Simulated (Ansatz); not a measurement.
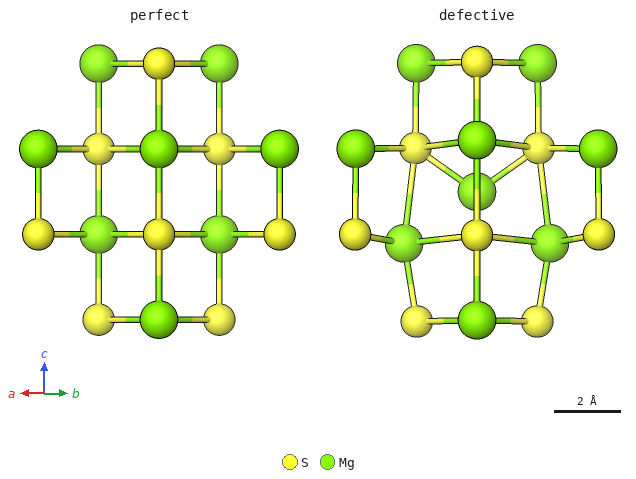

Left: perfect MgS. Right: the same region with one point defect, after relaxing the atoms in a supercell of 64 sites. A ball-and-stick model of the atoms within 4.6 Å of one point, in a slice 4.2 Å thick across the line of sight, seen along [110].

Method: DFT, PBEsol, PAW, plane waves in Ansatz. Set-up: plane-wave cutoff 420 eV; k-point mesh 1 × 1 × 1; mesh shifted by (0.25, 0.25, 0.25); no spin polarisation. Fermi-Dirac smearing of 0.01 eV. A uniform background neutralises the charged cell. The axes drawn are those of the host's conventional cell.

### What kind of defect was made?

An extra magnesium atom is put between the host's atoms (an interstitial).

The charge state of the cell is +2.

### What does the relaxation do around it?

The Mg atom starts with 4 Mg at 2.24 to 2.25 Å, 4 S at 2.24 to 2.25 Å around its place and ends with 4 S at 2.29 to 2.30 Å, 4 Mg at 2.71 to 2.72 Å. Of the host's atoms, a magnesium atom moves furthest from its site, by 0.47 Å.

Limits of the set-up: the cell is charged, on a uniform background, and energies carry no finite-size correction.
